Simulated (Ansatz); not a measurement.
# AlN: single-point calculation (part 2 of 2)

Continued. System: AlN (48 atoms in the cell). Method: DFT PBE, scalar-relativistic, plane waves, PAW, no spin polarisation (Ansatz 0.2.0); cutoff 420 eV, 2×2×2 k-mesh, Gaussian smearing of 0.01 eV. The structure derives from a Materials Project entry. It belongs to a series of runs on one base structure; here: the perfect crystal in a cell of 48 atoms.

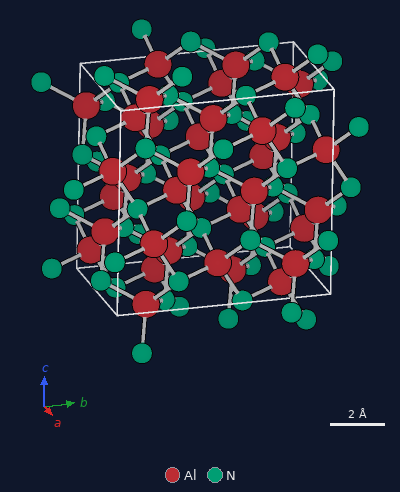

Fig. 1: The structure as given in the input (ball-and-stick view of the cell of the calculation, seen slightly off an axis; bonded neighbours outside the cell are drawn too).

**Output, continued**
```
  k-point 0: bands = ["-8.1118", "-6.8285", "-6.8285", "-6.8285", "-6.8285", "-6.8285", "-6.8285", "-6.2023", "-6.2023", "-6.2023", "-6.0545", "-6.0545", "-6.0545", "-6.0545", "-6.0545", "-6.0545", "-6.0339", "-5.6543", "-5.6543", "-5.6543", "-5.6543", "-5.5288", "-5.5288", "-5.5288", "1.0474", "1.5768", "1.5768", "1.5768", "2.3522", "2.3522", "2.3522", "2.3522", "2.4315", "2.4315", "2.4315", "2.4315", "2.4315", "2.4315", "2.6631", "2.6631", "2.8286", "2.8286", "2.8286", "3.2110", "3.2110", "3.2110", "3.2110", "3.2110", "3.2110", "3.6564", "3.6564", "3.6564", "3.7662", "3.7662", "4.6538", "4.6538", "4.6538", "4.6538", "4.6538", "4.6538", "4.8951", "4.8951", "4.8951", "5.0498", "5.0498", "5.0498", "5.0498", "5.0498", "5.0498", "5.2056", "5.2056", "5.2056", "5.6952", "5.6952", "5.6952", "5.6952", "5.6952", "5.6952", "5.8310", "5.8310", "5.8310", "5.8310", "6.1013", "6.1013", "6.2641", "6.2641", "6.2641", "6.2703", "6.2703", "6.2703", "6.2703", "6.2703", "6.2703", "6.7407", "6.7407", "6.9434", "10.9774", "12.7050", "12.7050", "12.7050", "12.7115", "12.7115", "12.7115", "13.3175", "13.3175", "13.3796", "13.3796", "13.3796", "13.3796", "13.3796", "13.3796", "13.4569", "13.9568", "13.9568", "13.9568", "13.9568", "13.9568", "13.9568", "14.9131", "14.9131", "14.9670", "14.9670", "14.9670", "15.0553", "15.0553", "15.0553", "15.0553", "15.9780", "15.9780", "15.9780", "15.9780", "15.9780", "15.9780", "16.1972", "16.1972", "16.1972", "16.1972", "16.1972", "16.1972", "17.0765", "17.0765", "17.0765", "17.3964", "17.7480"]
  k-point 1: bands = ["-7.7559", "-7.7559", "-6.6358", "-6.6358", "-6.6358", "-6.6358", "-6.5420", "-6.5420", "-6.5420", "-6.5420", "-6.0756", "-6.0756", "-6.0035", "-6.0035", "-5.8665", "-5.8665", "-5.8665", "-5.8665", "-5.5617", "-5.5617", "-5.5617", "-5.5617", "-5.5504", "-5.5504", "1.6673", "1.6673", "1.7296", "1.7296", "1.9468", "1.9468", "1.9468", "1.9468", "2.0704", "2.0704", "2.0704", "2.0704", "2.6702", "2.6702", "2.8538", "2.8538", "2.8538", "2.8538", "2.9703", "2.9703", "2.9703", "2.9703", "3.6901", "3.6901", "3.6901", "3.6901", "3.7077", "3.7077", "4.0350", "4.0350", "4.0350", "4.0350", "4.6025", "4.6025", "4.8704", "4.8704", "4.8704", "4.8704", "5.1524", "5.1524", "5.2047", "5.2047", "5.2544", "5.2544", "5.3697", "5.3697", "5.3697", "5.3697", "5.5918", "5.5918", "5.8823", "5.8823", "5.8823", "5.8823", "5.9248", "5.9248", "5.9248", "5.9248", "5.9283", "5.9283", "5.9867", "5.9867", "5.9867", "5.9867", "6.0996", "6.0996", "6.0996", "6.0996", "6.5500", "6.5500", "6.6561", "6.6561", "12.3146", "12.3146", "12.4787", "12.4787", "12.7265", "12.7265", "12.7265", "12.7265", "13.3863", "13.3863", "13.3863", "13.3863", "13.4799", "13.4799", "13.4799", "13.4799", "13.5151", "13.5151", "13.5151", "13.5151", "14.0082", "14.0082", "14.4560", "14.4560", "15.3817", "15.3817", "15.3817", "15.3817", "15.6866", "15.6866", "15.8432", "15.8432", "15.8432", "15.8432", "16.1435", "16.1435", "16.3028", "16.3028", "16.3028", "16.3028", "16.4485", "16.4485", "16.6696", "16.6696", "16.8241", "16.8241", "16.8241", "16.8241"]
  k-point 2: bands = ["-7.4674", "-7.4674", "-7.3815", "-7.3815", "-6.5175", "-6.5175", "-6.3466", "-6.3466", "-6.3466", "-6.3466", "-6.2927", "-6.2927", "-5.8935", "-5.8935", "-5.7799", "-5.7799", "-5.7799", "-5.7799", "-5.6742", "-5.6742", "-5.6289", "-5.6289", "-5.4531", "-5.4531", "1.6032", "1.6032", "1.8011", "1.8011", "1.8011", "1.8011", "1.9466", "1.9466", "2.0934", "2.0934", "2.3770", "2.3770", "2.3770", "2.3770", "2.4145", "2.4145", "2.4774", "2.4774", "2.9112", "2.9112", "3.4770", "3.4770", "3.5433", "3.5433", "3.8592", "3.8592", "4.1220", "4.1220", "4.5031", "4.5031", "4.5031", "4.5031", "4.5034", "4.5034", "4.5767", "4.5767", "4.7408", "4.7408", "5.1407", "5.1407", "5.1407", "5.1407", "5.1757", "5.1757", "5.4071", "5.4071", "5.4169", "5.4169", "5.4495", "5.4495", "5.5350", "5.5350", "5.6076", "5.6076", "5.6076", "5.6076", "5.9112", "5.9112", "6.0624", "6.0624", "6.1598", "6.1598", "6.1598", "6.1598", "6.3082", "6.3082", "6.3798", "6.3798", "6.5138", "6.5138", "6.5374", "6.5374", "12.4404", "12.4404", "12.4404", "12.4404", "12.5882", "12.5882", "12.6562", "12.6562", "12.9769", "12.9769", "12.9999", "12.9999", "13.3124", "13.3124", "13.3124", "13.3124", "13.7223", "13.7223", "14.3479", "14.3479", "14.4452", "14.4452", "14.7009", "14.7009", "14.9397", "14.9397", "15.7091", "15.7091", "15.7884", "15.7884", "15.7884", "15.7884", "15.8757", "15.8757", "15.9354", "15.9354", "16.0080", "16.0080", "16.6098", "16.6098", "16.6446", "16.6446", "16.8215", "16.8215", "16.9338", "16.9338", "16.9338", "16.9338"]
  k-point 3: bands = ["-7.2485", "-7.2485", "-7.0756", "-7.0756", "-7.0756", "-7.0756", "-7.0756", "-7.0756", "-5.8414", "-5.8414", "-5.8414", "-5.8414", "-5.8414", "-5.8414", "-5.7218", "-5.7218", "-5.7218", "-5.7218", "-5.7218", "-5.7218", "-5.6761", "-5.6761", "-5.6761", "-5.6761", "1.4306", "1.4306", "1.4306", "1.4306", "1.4306", "1.4306", "2.2587", "2.2587", "2.2587", "2.2587", "2.2587", "2.2587", "2.3401", "2.3401", "2.8202", "2.8202", "2.8202", "2.8202", "3.5199", "3.5199", "3.5199", "3.5199", "3.5199", "3.5199", "3.6468", "3.6468", "3.9276", "3.9276", "3.9276", "3.9276", "3.9276", "3.9276", "4.3070", "4.3070", "5.0978", "5.0978", "5.0978", "5.0978", "5.1252", "5.1252", "5.1252", "5.1252", "5.1252", "5.1252", "5.5063", "5.5063", "5.5063", "5.5063", "5.5063", "5.5063", "5.6014", "5.6014", "5.6014", "5.6014", "5.6014", "5.6014", "5.9514", "5.9514", "5.9514", "5.9514", "5.9514", "5.9514", "6.4119", "6.4119", "6.4119", "6.4119", "6.4281", "6.4281", "6.4281", "6.4281", "6.4281", "6.4281", "12.1942", "12.1942", "12.1942", "12.1942", "12.1942", "12.1942", "12.3837", "12.3837", "13.2503", "13.2503", "13.4932", "13.4932", "13.4932", "13.4932", "13.4932", "13.4932", "14.2523", "14.2523", "14.2523", "14.2523", "14.2523", "14.2523", "15.1567", "15.1567", "15.5593", "15.5593", "15.5593", "15.5593", "15.5593", "15.5593", "15.9387", "15.9387", "15.9387", "15.9387", "16.0115", "16.0115", "16.0115", "16.0115", "16.0115", "16.0115", "16.0913", "16.0913", "16.0913", "16.0913", "16.0913", "16.0913", "17.1194", "17.1194"]
```

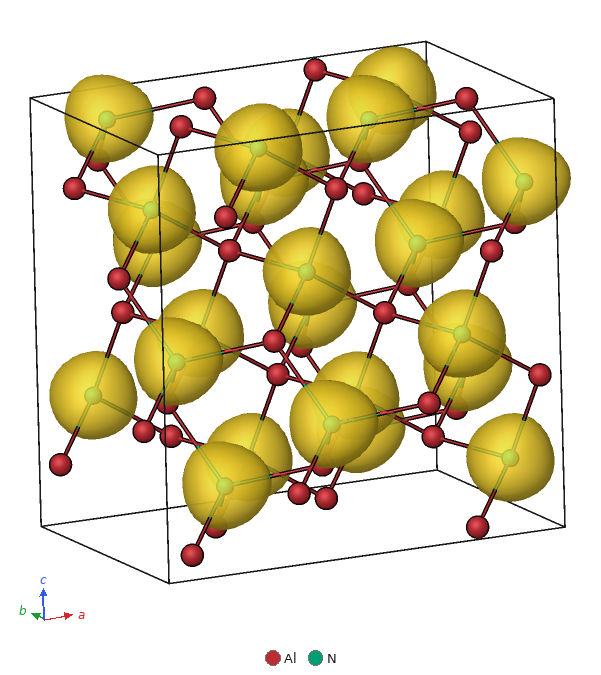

Fig. 2: Isosurface of the valence pseudo-density at 0.8 e/Å³ (yellow), seen slightly off an axis. Sticks mark near contacts. The outline is the calculation cell. At this value the density breaks into separate islands; it holds about 50 % of the electrons treated as valence. It is pinched off along the Al–N (1.90 Å) contacts. On the grid the lowest density along these lines, outside the cores, is 0.56 e/Å³ (Al–N, 1.90 Å). The fields are those of the smooth PAW valence density.

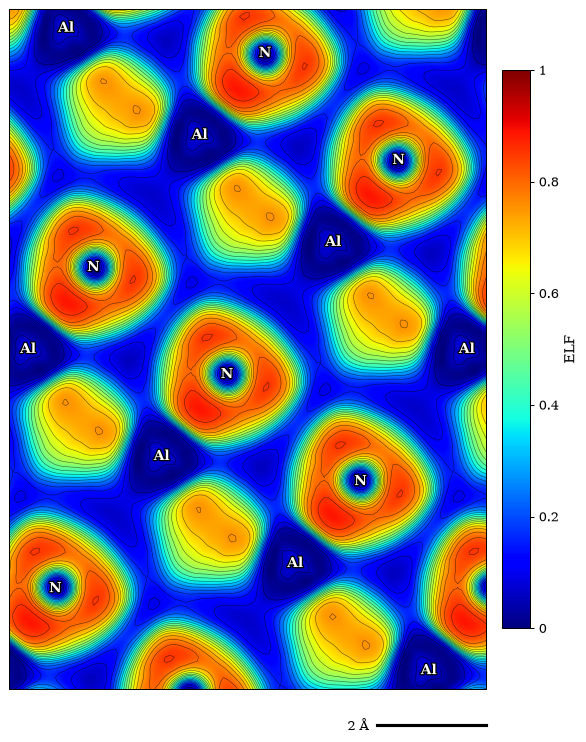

Fig. 3: ELF on the (101̄) plane of the calculation cell. The section cuts through Al and N sites.
